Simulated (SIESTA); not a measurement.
## ZrSe$_{2}$: 7 runs along one coordinate

System: ZrSe$_{2}$ (P-3m1, 3 atoms in the cell).
Method: Kohn-Sham DFT of a periodic cell, PBEsol, PseudoDojo 0.4 standard, converted to PSML, no spin polarisation (SIESTA 5.4.2).

The 7 runs differ only in the geometry, by an even scaling of the cell at fixed fractional positions. The structure derives from an entry of the Crystallography Open Database.

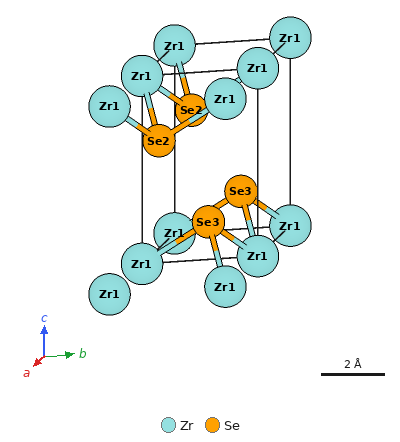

Figure 1. The structure of run 4 (ball-and-stick view of the cell of the calculation, repeated 2 × 1 × 1, seen slightly off an axis; atoms are numbered from 1 in the order of the input). An atom can appear more than once, as a periodic image.

### Input of run 4
```
SystemName                      ZrSe2
SystemLabel                     ZrSe2
NumberOfSpecies                 2
NumberOfAtoms                   3
%block ChemicalSpeciesLabel
  1  40 Zr
  2  34 Se
%endblock ChemicalSpeciesLabel

LatticeConstant                 1.0 Ang
%block LatticeVectors
     3.7980000000     0.0000000000     0.0000000000
    -1.8990000000     3.2891644836     0.0000000000
     0.0000000000     0.0000000000     6.1920000000
%endblock LatticeVectors
AtomicCoordinatesFormat         Fractional
%block AtomicCoordinatesAndAtomicSpecies
     0.0000000000     0.0000000000     0.0000000000  1  Zr
     0.6666666667     0.3333333333     0.7500000000  2  Se
     0.3333333333     0.6666666667     0.2500000000  2  Se
%endblock AtomicCoordinatesAndAtomicSpecies

%block kgrid.MonkhorstPack
    8   0   0  0.0
    0   8   0  0.0
    0   0   5  0.0
%endblock kgrid.MonkhorstPack
XC.Functional                   GGA
XC.Authors                      PBEsol
PAO.BasisSize                   DZP
PAO.EnergyShift                 0.003 Ry
Mesh.Cutoff                     800 Ry
OccupationFunction              FD
ElectronicTemperature           0.05 eV
MaxSCFIterations                120
SCF.MustConverge                false
SCF.Mixer.Method                Pulay
SCF.Mixer.Weight                0.25
SCF.Mixer.History               8
SCF.DM.Tolerance                5.0e-05
SCF.H.Tolerance                 1.0e-03 eV
WriteForces                     true
Charge.Mulliken                 end
%block PAO.Basis
  Zr 5
  n=4 0 2
    3.497 0.000
  n=5 0 2
    8.986 0.000
  n=4 1 2
    4.065 0.000
  n=5 1 1
    8.986
  n=4 2 2
    7.326 0.000
  Se 4
  n=4 0 2
    5.129 0.000
  n=4 1 2
    6.708 0.000
  n=3 2 2
    2.662 0.000
  n=4 2 1
    6.708
%endblock PAO.Basis
```

Command:
```bash
siesta < ZrSe2.fdf > ZrSe2.out 2>&1
```

Run 6 differs from it as follows:
```diff
-     3.7980000000     0.0000000000     0.0000000000
-    -1.8990000000     3.2891644836     0.0000000000
-     0.0000000000     0.0000000000     6.1920000000
+     3.8479794157     0.0000000000     0.0000000000
+    -1.9239897079     3.3324479273     0.0000000000
+     0.0000000000     0.0000000000     6.2734830285
```

### Results, with one run withheld

| run | volume per atom (Å³) | free energy per atom, from the lowest run given (meV) | pressure (GPa) | gap on the mesh (eV) |
| --- | --- | --- | --- | --- |
| 1 | 24.237 | 30.61 | 6.29 | 0.23 |
| 2 | 24.753 | 13.96 | 4.11 | 0.25 |
| 3 | 25.268 | 3.97 | 2.12 | 0.27 |
| 4 | 25.784 | 0.00 | 0.35 | 0.30 |
| 5 | 26.300 | 1.53 | −1.25 | 0.32 |
| 6 | 26.815 | ? | ? | ? |
| 7 | 27.331 | 18.81 | −4.03 | 0.35 |

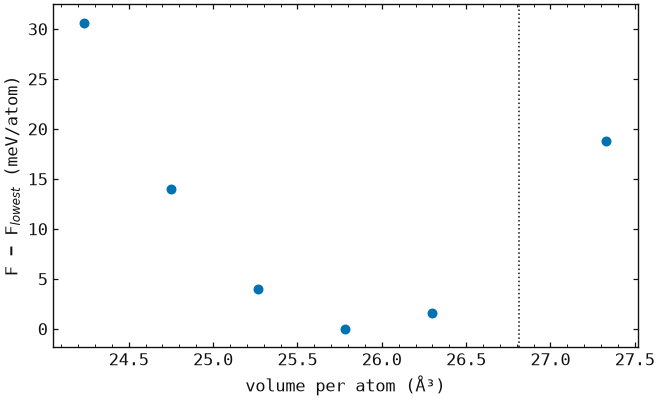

Figure 2. Free energy per atom of the runs given; the dotted line marks run 6.

What should run 6 give?

A cubic polynomial in V^(−2/3) (the Birch–Murnaghan form), fitted to the 6 runs given, misses them by at most 0.02 meV per atom. With x = V^(−2/3) − 0.11519 Å⁻², it reads F = 0.90718 + 2163.6 x + 1.159e+06 x² + 3.4337e+05 x³ (meV per atom). At run 6 it gives 7.93 meV per atom, and the run itself gives 7.98. The slope of the fit gives a pressure −dF/dV of −2.71 GPa there, and the run prints −2.70 GPa. The fit has its minimum at 25.893 Å³ per atom, where V d²F/dV² gives 83.1 GPa. Cell shape and fractional positions are held, so this is the stiffness under even scaling; the relaxed bulk modulus wasn't computed and can be far lower in a crystal of layers, chains or molecules like this one. The gap on the mesh goes, without turning, from 0.23 eV in run 1 to 0.35 eV in run 7; run 6 has 0.33 eV. These are gaps of this functional on this mesh, which can miss the band edges; they aren't the measured gap.

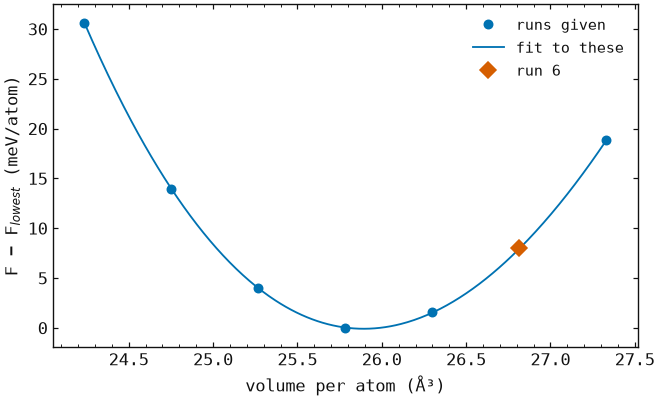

Figure 3. The fit and the withheld run.

### Some lines of the output (run 6)
```
[...]
outcell: Cell volume (Ang**3)        :     80.4461
stepf: Fermi-Dirac step function
siesta: Etot    =     -7968.846722
siesta: FreeEng =     -7968.846723
        iscf     Eharris(eV)        E_KS(eV)     FreeEng(eV)     dDmax    Ef(eV) dHmax(eV)
siesta: E_KS(eV) =            -7970.4543
siesta: E_KS - E_eggbox =     -7970.4543
siesta: Etot    =     -7970.454294
siesta: FreeEng =     -7970.454916
siesta:         Fermi =      -5.381153
siesta: Cell volume =         80.446071 Ang**3
    Orbital volume contribution        =           3.188811 eV
```

Notes: Points of doubt noted for this run: mulliken charges of long orbitals. With a small basis of atomic orbitals these values can differ much from converged plane-wave results.
